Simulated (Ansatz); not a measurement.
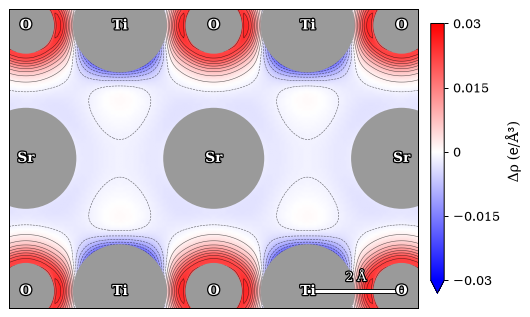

SrTiO3: difference of two self-consistent densities at the same geometry, ρ(HSE06) − ρ(PBE), on the (101) plane of the conventional cell. Grey discs cover the cores, where the PAW densities can't be compared. Cores are masked to 1.0 Å (Sr), 1.0 Å (Ti) and 0.6 Å (O).

Space group Pm-3m.

Both runs: Ansatz, scalar-relativistic, plane waves and PAW, same cutoff, k-points and PAW files (made with PBE).

```yaml
crystal:
  lattice:
    - [3.90528, 0.00000, 0.00000]
    - [0.00000, 3.90528, 0.00000]
    - [0.00000, 0.00000, 3.90528]
  atoms:
    - { symbol: Sr, position: [0.50000, 0.50000, 0.50000] }
    - { symbol: Ti, position: [0.00000, 0.00000, 0.00000] }
    - { symbol: O, position: [0.50000, 0.00000, 0.00000] }
    - { symbol: O, position: [0.00000, 0.50000, 0.00000] }
    - { symbol: O, position: [0.00000, 0.00000, 0.50000] }
```

Question: What differs between the two levels of theory?

Answer: Against PBE, and outside the masked cores, the largest gain, 0.03 e/Å³, lies 0.7 Å from an oxygen nucleus and 1.2 Å from a titanium one, and the largest loss lies at the edge of the masked core of Ti.
- Bader charges are Sr +1.59, Ti +2.24 and O −1.28 e with PBE and Sr +1.64, Ti +2.42 and O −1.35 e with HSE06.
- At this volume the pressure is 4 GPa with PBE and roughly −2 GPa with HSE06.
- The gap on the mesh is 1.89 eV with PBE and 3.34 eV with HSE06.

Run times: 78 s (HSE06) and 30 s (base cell), on 2 threads of Intel(R) Xeon(R) Platinum 8259CL CPU @ 2.50GHz (Skylake/Cascade Lake), on a shared host.
